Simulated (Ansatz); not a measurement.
Geometry relaxation, with input and output: SiC (part 1 of 2)

SiC (P6₃mc, 12 atoms in the cell), computed with DFT LDA, scalar-relativistic, plane waves, PAW, no spin polarisation (Ansatz 0.2.0).

The structure derives from a Materials Project entry. Figures and captions count atoms from 1; the log counts them from 0 in places.

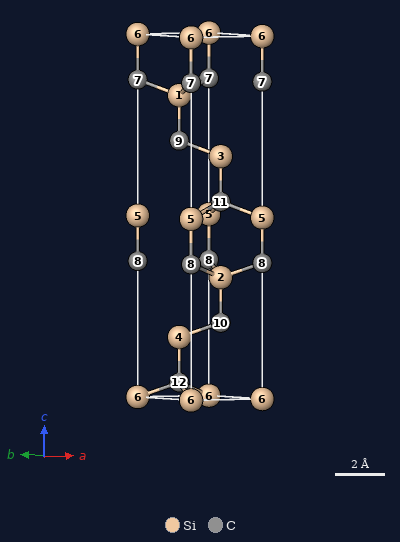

*The structure as given in the input (ball-and-stick view of the cell of the calculation, seen at an oblique angle; atoms are numbered from 1 in the order of the input).*

### The input
```yaml
crystal:
  lattice:
    - [3.07662101, 0.0, 0.0]
    - [-1.53831051, 2.66443195, 0.0]
    - [0.0, 0.0, 15.09808432]
  atoms:
    - { symbol: Si, position: [0.33333333, 0.66666667, 0.83298615] }
    - { symbol: Si, position: [0.66666667, 0.33333333, 0.33298615] }
    - { symbol: Si, position: [0.66666667, 0.33333333, 0.6665006] }
    - { symbol: Si, position: [0.33333333, 0.66666667, 0.1665006] }
    - { symbol: Si, position: [0.0, 0.0, 0.49972942] }
    - { symbol: Si, position: [0.0, 0.0, 0.99972942] }
    - { symbol: C, position: [0.0, 0.0, 0.87436641] }
    - { symbol: C, position: [0.0, 0.0, 0.37436641] }
    - { symbol: C, position: [0.33333333, 0.66666667, 0.70799678] }
    - { symbol: C, position: [0.66666667, 0.33333333, 0.20799678] }
    - { symbol: C, position: [0.66666667, 0.33333333, 0.54152164] }
    - { symbol: C, position: [0.33333333, 0.66666667, 0.04152164] }
basis:
  ecutwfc: 420
kpoints:
  mp_grid: { grid: [12, 12, 2] }
hamiltonian:
  xc: lda
scf:
  occupations: { method: gaussian, width: 0.02 }
output:
  forces: true
  stress: true
  eigenvalues: true
  write_density: true
  write_potential: true
  elf: true
  volumetric_format: npy
relax:
  adjacent_minimum: "off"
  f_tol: 0.005
  max_steps: 80
  cell: { stress_tol: 0.05 }
```

Run on 4 threads of Intel Xeon @ 2.70GHz, 189 GiB of memory available, shared host.

Launch command:
```bash
ansatz run input.yaml --threads 4 --pin off --max-ram 8192MiB --backend cpu --events-out ev --progress --plain --runs-dir out
```

### Output
```
Engine: ansatz 0.2.0, x86_64-unknown-linux-gnu
Pseudopotentials: kind: paw
Pseudopotential: Si, paw, valence charge 4, recommended cutoff 420 eV (normal), Si.paw.azcp
Pseudopotential: C, paw, valence charge 4, recommended cutoff 420 eV (normal), C.paw.azcp
Functional definition: SPW92
  exchange = slater_x
  correlation = pw_c
Crystal: 12 atoms, lattice volume = 123.766 Å³
Basis set: ecut = 420 eV, 2415 PW (Γ)
Bands: 36, of which v1, the nominal top of the filled ones, is band 24 counted from 1 (23 counted from 0)
Symmetry: 12 space group operations
Space group: P63mc (ITA 186), of the structure as read, at distance tolerance 5.0e-5 Å
k-points: 38 of 288
Non-local potential: Si, projectors of the file, l = 0: 2, l = 1: 2, l = 2: 2
Non-local potential: C, projectors of the file, l = 0: 2, l = 1: 2, l = 2: 1
PAW form: soft (Blöchl's): semilocal exchange-correlation on the pseudo side does not see the compensation charge
PAW frozen core: Si, regenerated for the run's functional, and the local potential with it (the file was generated under x = pbe(κ = 0.804, μ = 0.2195149727645171), c = pbe(β = 0.06672455060314922))
PAW frozen core: C, regenerated for the run's functional, and the local potential with it (the file was generated under x = pbe(κ = 0.804, μ = 0.2195149727645171), c = pbe(β = 0.06672455060314922))
PAW one-centre angular grid: Si, 110 points (default); XC on 64 Gauss nodes
PAW one-centre angular grid: C, 110 points (default); XC on 64 Gauss nodes
Initial density: superposition of atomic densities (neutral atoms: chi_scale 0, normalization atom), corrected by the library's trained network
Initial wavefunctions: pseudopotential atomic-orbital guess
Functional: x = slater, c = lda
SCF iter   1: F=—  HF=-5113.216114 eV  |F-HF|=—  |Δ(HF+E_count)|=         —  Δρ=7.83e-3  dr2=7.96e-2  ethr=1.77e-3  ⟨swp⟩=6.9  Hψ=7025  notcnv=0  defer=25
preconditioner: auto → none  [insulator: Δε(μ)=1.905 eV  Ē_g=11.823 eV  σ=0.020 eV  W_gap=1.00  n_scr=10 (ndim 8)  ℏωp=23.1 eV  f_vac=0.000  D(μ)=0.00/eV (n_scr^D=0)  ε∞_Penn≈4.8]
SCF iter   2: F=—  HF=-5113.193532 eV  |F-HF|=—  |Δ(HF+E_count)|=   2.26e-2  Δρ=2.69e-3  dr2=3.80e-3  ethr=1.66e-4  ⟨swp⟩=2.7  Hψ=2615  notcnv=0  defer=267
SCF iter   3: F=—  HF=-5113.192624 eV  |F-HF|=—  |Δ(HF+E_count)|=   9.08e-4  Δρ=9.19e-4  dr2=4.42e-4  ethr=7.92e-6  ⟨swp⟩=1.1  Hψ=1103  notcnv=0  defer=267
SCF iter   4: F=—  HF=-5113.192546 eV  |F-HF|=—  |Δ(HF+E_count)|=   7.79e-5  Δρ=6.55e-5  dr2=2.07e-5  ethr=9.20e-7  ⟨swp⟩=2.2  Hψ=1993  notcnv=0  defer=267
SCF iter   5: F=—  HF=-5113.192534 eV  |F-HF|=—  |Δ(HF+E_count)|=   1.20e-5  Δρ=2.28e-5  dr2=6.23e-7  ethr=4.31e-8  ⟨swp⟩=2.1  Hψ=1719  notcnv=0  defer=267
SCF iter   6: F=-5113.192534 eV  HF=-5113.192534 eV  |F-HF|=1.40e-8  |Δ(HF+E_count)|=   2.80e-8  Δρ=6.10e-6  dr2=3.76e-8  ethr=2.08e-10  ⟨swp⟩=15.5  Hψ=10448  notcnv=0
SCF 1 converged in 6 iterations: F = -5113.192534 eV  dr2 = 3.76e-8
  greatest PAW one-centre occupation: 0.638 electrons in one spin orbital (limit 2), on the C atom at site 7 (counted from 0), in its partial waves of l = 0
relax step   1: F+E_penalty+E_count = -5113.19253392 eV  Δ(F+E_penalty+E_count) = +0.000e0 eV  max|allowed force component| = 3.000e-3 eV/Å  Δτ_max = 0.0000 Å  P = -3.809 GPa  Ω = 123.766 Å³  (6 SCF iters, dr2 threshold 1.00e-7 eV, accepted)
Crystal: 12 atoms, lattice volume = 122.631 Å³
Basis set: ecut = 420 eV, 2379 PW (Γ)
Initial density: handed on by an earlier stage of this run
Initial wavefunctions: those handed on with the density
iter 1 solved again at ethr=1.89e-5 eV; its pass at ethr=3.10e-3 eV (dr2=9.09e-3 eV) is discarded
SCF iter   1: F=—  HF=-5113.218037 eV  |F-HF|=—  |Δ(HF+E_count)|=         —  Δρ=2.41e-3  dr2=8.67e-3  ethr=1.89e-5  ⟨swp⟩=3.3  Hψ=5040  notcnv=0
preconditioner: auto → none  [insulator: Δε(μ)=2.008 eV  Ē_g=11.941 eV  σ=0.020 eV  W_gap=1.00  n_scr=10 (ndim 8)  ℏωp=23.2 eV  f_vac=0.000  D(μ)=0.00/eV (n_scr^D=0)  ε∞_Penn≈4.8]
SCF iter   2: F=—  HF=-5113.215194 eV  |F-HF|=—  |Δ(HF+E_count)|=   2.84e-3  Δρ=3.59e-4  dr2=1.89e-4  ethr=1.81e-5  ⟨swp⟩=2.1  Hψ=2492  notcnv=0
SCF iter   3: F=—  HF=-5113.215129 eV  |F-HF|=—  |Δ(HF+E_count)|=   6.51e-5  Δρ=1.11e-4  dr2=1.22e-5  ethr=3.93e-7  ⟨swp⟩=2.6  Hψ=2298  notcnv=0
SCF iter   4: F=—  HF=-5113.215125 eV  |F-HF|=—  |Δ(HF+E_count)|=   4.45e-6  Δρ=1.97e-5  dr2=1.61e-6  ethr=2.54e-8  ⟨swp⟩=2.9  Hψ=2461  notcnv=0
iter 5 did not close the SCF: its close was put off for the readings that it lacked (scf_convergence_deferred on its scf_iter line)
SCF iter   5: F=-5113.215124 eV  HF=-5113.215124 eV  |F-HF|=1.83e-8  |Δ(HF+E_count)|=   3.77e-7  Δρ=7.09e-6  dr2=5.12e-8  ethr=3.35e-9  ⟨swp⟩=2.2  Hψ=1857  notcnv=0
SCF iter   6: F=-5113.215124 eV  HF=-5113.215124 eV  |F-HF|=4.67e-10  |Δ(HF+E_count)|=   1.38e-9  Δρ=1.35e-6  dr2=1.46e-9  ethr=1.07e-10  ⟨swp⟩=8.3  Hψ=9002  notcnv=0
SCF 2 converged in 6 iterations: F = -5113.215124 eV  dr2 = 1.46e-9
  greatest PAW one-centre occupation: 0.639 electrons in one spin orbital (limit 2), on the C atom at site 7 (counted from 0), in its partial waves of l = 0
relax step   2: F+E_penalty+E_count = -5113.21512442 eV  Δ(F+E_penalty+E_count) = -2.259e-2 eV  max|allowed force component| = 1.573e-3 eV/Å  Δτ_max = 0.0001 Å  P = -1.757 GPa  Ω = 122.631 Å³  energy of the carried Pulay correction = +2.821e-3 eV  (6 SCF iters, dr2 threshold 1.20e-6 eV, accepted)
Crystal: 12 atoms, lattice volume = 121.676 Å³
iter 1 solved again at ethr=1.38e-5 eV; its pass at ethr=3.10e-3 eV (dr2=6.60e-3 eV) is discarded
SCF iter   1: F=—  HF=-5113.224787 eV  |F-HF|=—  |Δ(HF+E_count)|=         —  Δρ=2.07e-3  dr2=6.30e-3  ethr=1.38e-5  ⟨swp⟩=3.4  Hψ=4896  notcnv=0
preconditioner: auto → none  [insulator: Δε(μ)=2.002 eV  Ē_g=11.997 eV  σ=0.020 eV  W_gap=1.00  n_scr=10 (ndim 8)  ℏωp=23.3 eV  f_vac=0.000  D(μ)=0.00/eV (n_scr^D=0)  ε∞_Penn≈4.8]
SCF iter   2: F=—  HF=-5113.222715 eV  |F-HF|=—  |Δ(HF+E_count)|=   2.07e-3  Δρ=3.08e-4  dr2=1.38e-4  ethr=1.31e-5  ⟨swp⟩=2.1  Hψ=2347  notcnv=0
SCF iter   3: F=—  HF=-5113.222666 eV  |F-HF|=—  |Δ(HF+E_count)|=   5.00e-5  Δρ=9.53e-5  dr2=8.79e-6  ethr=2.87e-7  ⟨swp⟩=2.6  Hψ=2300  notcnv=0
iter 4 did not close the SCF: its close was put off for the readings that it lacked (scf_convergence_deferred on its scf_iter line)
SCF iter   4: F=-5113.222661 eV  HF=-5113.222662 eV  |F-HF|=9.66e-7  |Δ(HF+E_count)|=   3.24e-6  Δρ=1.67e-5  dr2=1.13e-6  ethr=1.83e-8  ⟨swp⟩=2.9  Hψ=2452  notcnv=0
iter 5 did not close the SCF: its close was put off for the readings that it lacked (scf_convergence_deferred on its scf_iter line)
SCF iter   5: F=-5113.222662 eV  HF=-5113.222662 eV  |F-HF|=1.42e-8  |Δ(HF+E_count)|=   2.65e-7  Δρ=6.02e-6  dr2=3.77e-8  ethr=2.36e-9  ⟨swp⟩=2.2  Hψ=1865  notcnv=0
SCF iter   6: F=-5113.222662 eV  HF=-5113.222662 eV  |F-HF|=3.30e-10  |Δ(HF+E_count)|=   1.40e-9  Δρ=1.16e-6  dr2=1.06e-9  ethr=7.86e-11  ⟨swp⟩=8.3  Hψ=8953  notcnv=0
SCF 3 converged in 6 iterations: F = -5113.222662 eV  dr2 = 1.06e-9
  greatest PAW one-centre occupation: 0.640 electrons in one spin orbital (limit 2), on the C atom at site 7 (counted from 0), in its partial waves of l = 0
relax step   3: F+E_penalty+E_count = -5113.22266200 eV  Δ(F+E_penalty+E_count) = -7.538e-3 eV  max|allowed force component| = 8.022e-4 eV/Å  Δτ_max = 0.0001 Å  P = +0.042 GPa  Ω = 121.676 Å³  energy of the carried Pulay correction = +5.215e-3 eV  (6 SCF iters, dr2 threshold 1.20e-6 eV, accepted)
Initial wavefunctions: pseudopotential atomic-orbital guess (no wavefunctions were taken with the density)
iter 1 solved again at ethr=7.78e-8 eV; its pass at ethr=3.10e-3 eV (dr2=3.74e-5 eV) is discarded
SCF iter   1: F=—  HF=-5113.218008 eV  |F-HF|=—  |Δ(HF+E_count)|=         —  Δρ=8.38e-5  dr2=1.37e-6  ethr=7.78e-8  ⟨swp⟩=3.4  Hψ=11199  notcnv=0
preconditioner: auto → none  [insulator: Δε(μ)=1.977 eV  Ē_g=11.985 eV  σ=0.020 eV  W_gap=1.00  n_scr=10 (ndim 8)  ℏωp=23.3 eV  f_vac=0.000  D(μ)=0.00/eV (n_scr^D=0)  ε∞_Penn≈4.8]
SCF iter   2: F=—  HF=-5113.218009 eV  |F-HF|=—  |Δ(HF+E_count)|=   5.28e-7  Δρ=4.02e-5  dr2=2.43e-7  ethr=2.86e-9  ⟨swp⟩=2.5  Hψ=2223  notcnv=0
SCF iter   3: F=—  HF=-5113.218009 eV  |F-HF|=—  |Δ(HF+E_count)|=   1.94e-7  Δρ=7.32e-6  dr2=1.09e-8  ethr=5.06e-10  ⟨swp⟩=1.0  Hψ=1368  notcnv=0
SCF iter   4: F=—  HF=-5113.218009 eV  |F-HF|=—  |Δ(HF+E_count)|=   6.18e-9  Δρ=4.95e-7  dr2=1.99e-10  ethr=2.26e-11  ⟨swp⟩=2.6  Hψ=2166  notcnv=0
iter 5 did not close the SCF: its close was put off for the readings that it lacked (scf_convergence_deferred on its scf_iter line)
SCF iter   5: F=-5113.218009 eV  HF=-5113.218009 eV  |F-HF|=3.73e-11  |Δ(HF+E_count)|=  9.09e-12  Δρ=1.76e-7  dr2=4.97e-11  ethr=1.00e-12  ⟨swp⟩=2.4  Hψ=1905  notcnv=0
SCF iter   6: F=-5113.218009 eV  HF=-5113.218009 eV  |F-HF|=0.00e0  |Δ(HF+E_count)|=  9.09e-12  Δρ=1.84e-8  dr2=3.60e-13  ethr=1.00e-12  ⟨swp⟩=5.1  Hψ=5819  notcnv=0
SCF 4 converged in 6 iterations: F = -5113.218009 eV  dr2 = 3.60e-13
relax step   4: F+E_penalty+E_count = -5113.21800919 eV  Δ(F+E_penalty+E_count) = +4.653e-3 eV  max|allowed force component| = 8.209e-4 eV/Å  Δτ_max = 0.0000 Å  P = -0.022 GPa  Ω = 121.676 Å³  stress off target by 3.75e-2 GPa  SCF on the basis re-selected at this cell (its energy is not comparable with the rows above)  (6 SCF iters)
```

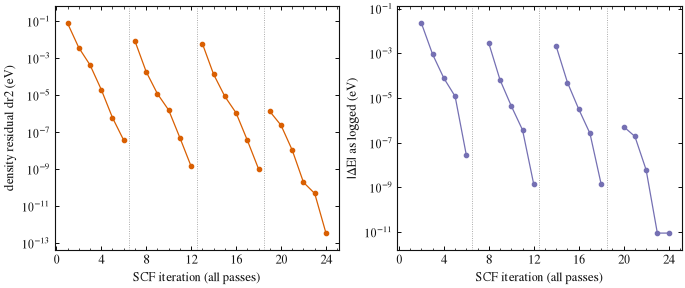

*Convergence of the self-consistent field: density residual dr2 and size of the energy change against the SCF iteration. The dotted lines part the SCF passes of the relaxation: geometry steps, rejected trials and re-solves on a re-selected basis.*

The passes take 6, 6, 6 and 6 iterations.

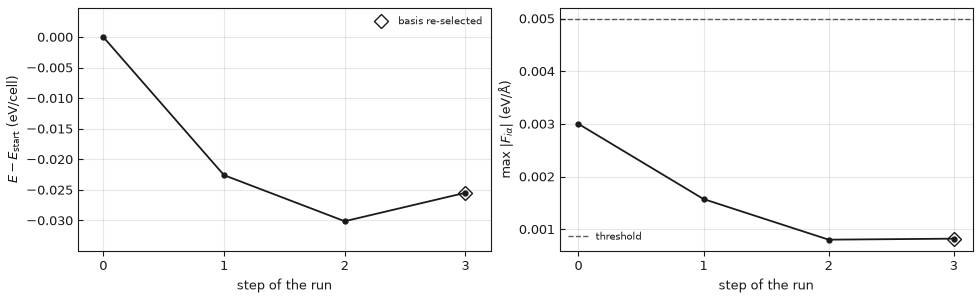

*Progress of the relaxation, step by step (the first geometry is step 0 here and step 1 in the log).*

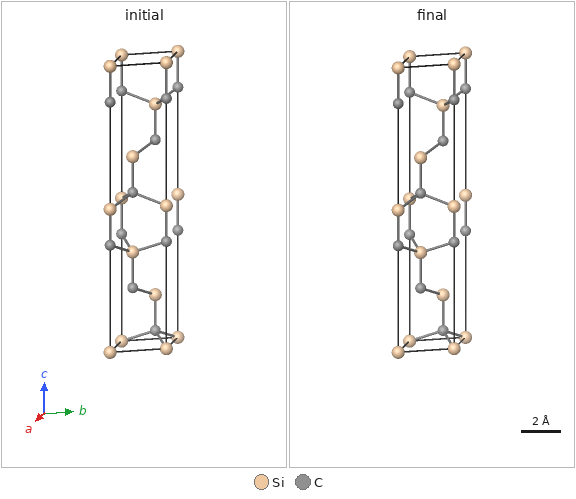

*Before (left) and after (right) the relaxation, at one scale (ball-and-stick view of the cell of the calculation, seen slightly off an axis).*

After 2 geometry steps the energy has fallen by 30.1 meV per cell of the calculation. Largest force component: 0.003 eV/Å at the start, 0.00082 eV/Å at the end. Pressure: −3.81 GPa at the start and −0.02 GPa at the end. No atom moves by more than 0.005 Å relative to the cell. Cell: a = b 3.077 → 3.059 Å (−0.6 %), c 15.098 → 15.012 Å (−0.6 %). Volume −1.7 %. Distances before and after: Si1–C9 1.887 → 1.876 Å, Si5–C11 1.885 → 1.874 Å, Si1–C7 1.883 → 1.872 Å. The space group stays P6_3mc (No. 186). A last SCF at the same geometry on a re-selected plane-wave basis shifts the energy by +4.7 meV per cell of the calculation. (Atoms are counted from 1 in the order of the input.)

```
basis re-selected at this cell: Δ(F+E_penalty+E_count) = +4.653e-3 eV, ΔP = -0.064 GPa vs the last step (what re-selecting the basis moved, of the pressure what is left beyond the Pulay correction that the steps carried, after the strain that the cell walked since its last selection, with what the two solves' SCF thresholds leave and, on support functions, any second-order correction that the steps lacked; it is no measure of the basis error at this ecutwfc). This SCF's stress stands 3.75e-2 GPa from its target on what of the cell is left free (relax.cell.stress_tol is 5.00e-2 GPa) and its largest allowed force component is 8.21e-4 eV/Å (relax.f_tol is 5.00e-3 eV/Å): within both
SCF converged after 6 iterations
Free energy (F): -5113.218009 eV
Harris-Foulkes:  -5113.218009 eV  (|F-HF|=0.00e0)
Internal energy: -5113.218009 eV  (E = F + TS)
E sigma→0 (E₀):  -5113.218009 eV
Fermi energy:    10.532457 eV
--- Per-component energies (eV) ---
  E_band       = 171.902479
  E_kinetic    = 820.798949
  E_local      = -631.874648  (includes V_loc(G=0)·N_el)
  E_nonlocal   = 325.076034
  E_hartree    = 190.268994
  E_xc         = -630.509066
  E_vxc        = -659.098485  (∫ρ·V_xc dr)
  E_paw        = -3468.479876  (= ΣΔE_a)
  E_vpaw       = -63.537454  (= ΣTr[D̂ρ^β])
  E_aug_tail   = 0.000092  (compensation charges beyond the density's cutoff)
  E_ewald      = -1719.381468
  E_core_change = 0.882979  (= ΣΔE_core)
  E_smearing   = -0.000000  (= −TS)
  E_closure    = 0.000000  (closes the sum)
  Σ components = -5113.218009   (vs F -5113.218009, Δ=0.00e0)
```
